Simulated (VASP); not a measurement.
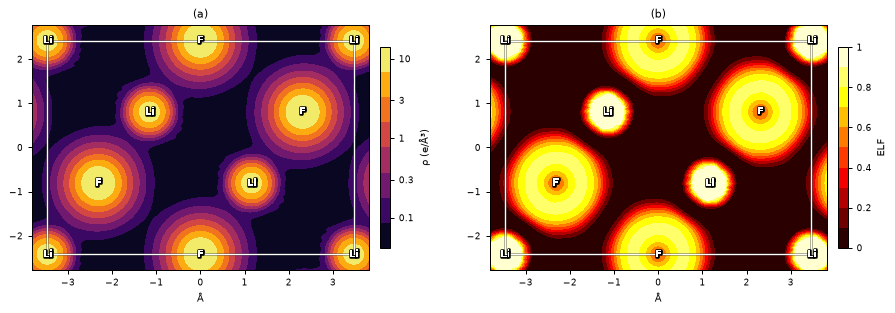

*LiF. (a) valence electron density; (b) ELF on the (110) plane of the conventional cell.*

Space group R-3m; started from the rocksalt prototype, which need not be the ambient phase; changed on purpose from its base cell (epitaxial 111 strain -1.0%); computed pressure about 5 GPa in this cell.

The calculation used DFT, PBE, plane waves, PAW in VASP 6.6.1.

Core electrons are frozen (PAW), and the valence fields are smoothed inside the atomic spheres.

```xyz
6
Lattice="1.9749 0.0000 -1.9749 -1.9749 1.9749 0.0000 4.0064 4.0064 4.0064" Properties=species:S:1:pos:R:3 pbc="T T T"
Li    0.0000    0.0000    0.0000
Li    1.9938    1.9937    0.0188
Li    2.0126    3.9875    2.0126
F     0.0094    1.9844    0.0094
F     2.0032    2.0032    2.0032
F     3.9969    3.9969    2.0220
```

**What does the map show?**

- Atoms in the plane: Li and F.
- Li–F (1.98 Å): ρ is about 0.29 e/Å³ halfway; the ELF peaks at about 0.85 in the valence shell of F, 0.6 Å from its nucleus, and falls to about 0 next to Li: an ionic contact with no shared pair.
- Between the atoms the lowest density in this plane is 0.04 e/Å³.
